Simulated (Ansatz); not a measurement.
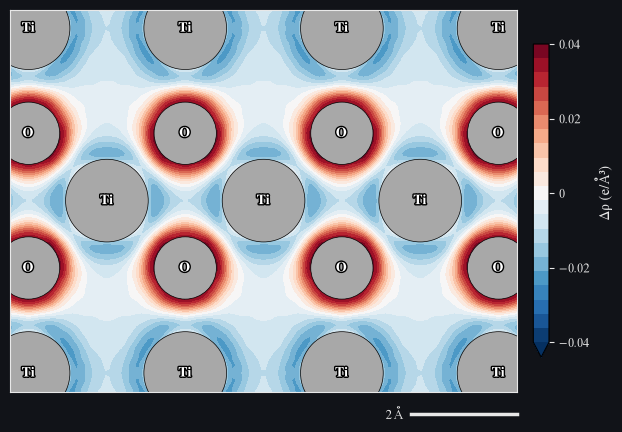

TiO₂. Difference of the valence pseudo-densities of two functionals at the same geometry, on the (11̄0) plane of the calculation cell: r2SCAN less LDA.

Both computed with Ansatz (plane waves, PAW), on the same k-point mesh. Grey discs cover the atomic cores.

```yaml
crystal:
  lattice:
    - [4.59685, 0.00000, 0.00000]
    - [0.00000, 4.59685, 0.00000]
    - [0.00000, 0.00000, 2.95350]
  atoms:
    - { symbol: Ti, position: [0.00000, 0.00000, 0.00000] }
    - { symbol: Ti, position: [0.50000, 0.50000, 0.50000] }
    - { symbol: O, position: [0.30464, 0.30464, 0.00000] }
    - { symbol: O, position: [0.19536, 0.80464, 0.50000] }
    - { symbol: O, position: [0.69536, 0.69536, 0.00000] }
    - { symbol: O, position: [0.80464, 0.19536, 0.50000] }
```

> Where does the change of functional move the electrons?

Against LDA, r2SCAN gives less density around Ti (−0.010 e/Å³ on average at 1.1 Å from the nucleus), more density around O (+0.023 e/Å³ on average at 0.7 Å from the nucleus) and a change of −0.007 e/Å³ at the midpoint of Ti–O.
